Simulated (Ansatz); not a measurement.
The calculation's input:

```
crystal:
  lattice:
    - [0.0, 2.679939044, 2.679939044]
    - [2.679939044, 0.0, 2.679939044]
    - [2.679939044, 2.679939044, 0.0]
  atoms:
    - { symbol: Co, position: [0.0, 0.0, 0.0] }
    - { symbol: Si, position: [0.25, 0.25, 0.25] }
    - { symbol: Si, position: [0.75, 0.75, 0.75] }
basis:
  ecutwfc: 420
kpoints:
  mp_grid: { grid: [14, 14, 14] }
  band_path:
    path:
      - [[0.0, 0.0, 0.0], [0.5, 0.0, 0.5], [0.625, 0.25, 0.625]]
      - [[0.375, 0.375, 0.75], [0.0, 0.0, 0.0], [0.5, 0.5, 0.5], [0.5, 0.25, 0.75], [0.5, 0.0, 0.5]]
    npoints: 14
hamiltonian:
  xc: pbe
scf:
  occupations: { method: gaussian, width: 0.1 }
  n_extra_bands: 7
output:
  forces: true
  stress: true
  eigenvalues: true
  populations: true
  dos: { projected: true, de: 0.02, nscf_kmesh: { grid: [17, 17, 17] } }
  bader: true
  write_density: true
  write_potential: true
  elf: true
  volumetric_format: npy
```

Run with:

```sh
ansatz run input.yaml --threads 1 --pin off --max-ram 2560MiB --backend cpu --events-out ev --progress --plain --runs-dir out
```

Below, planes, directions and counts refer to the conventional cell (a = 5.36 Å, b = 5.36 Å, c = 5.36 Å, α = 90.00°, β = 90.00°, γ = 90.00°).

Space group Fm-3m; a structure generated by program, which may or may not match a known phase; computed without spin polarisation.

Theory: DFT PBE, scalar-relativistic, plane waves, PAW in Ansatz 0.2.0.

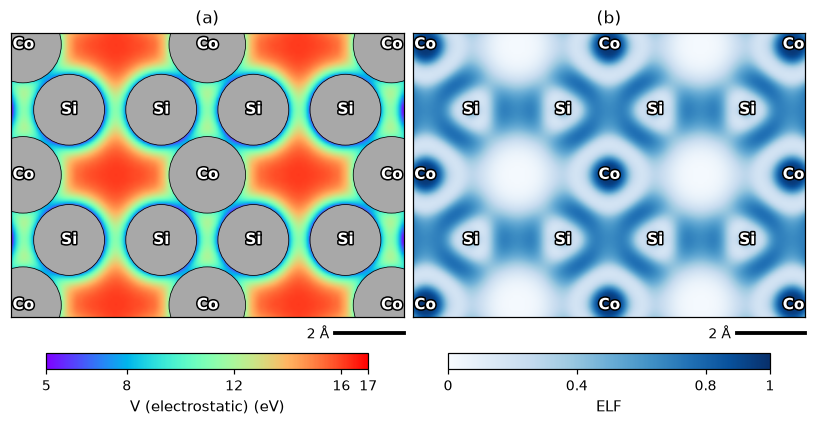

CoSi2. (a) electrostatic potential energy of an electron; (b) electron localisation function on the (101) plane of the conventional cell. Grey discs cover the atomic cores in the potential map.

In a PAW calculation such maps are meaningful between the atoms, not at the nuclei.

> Read the bonding off the picture.

- The section cuts through Co and Si sites.
- Co–Si (2.32 Å): the ELF peaks at about 0.75 in the valence shell of Si, 0.9 Å from its nucleus, and is about 0.50 at the midpoint.
- The features right at Co lie inside the PAW spheres, where the map follows smoothed inner orbitals and isn't to be read closely.
- Outside the cores the potential energy rises away from the atoms and is highest about 2.3 Å from the nearest atoms; its zero is arbitrary.

> Which way does charge flow, and how much by Bader's partition?

Electrons move from Si towards Co. Bader charges: Co −0.97 and Si +0.48 e.

> Does the calculation make it a metal, or give it a gap?

It is gapless in this calculation (a metal or semimetal).
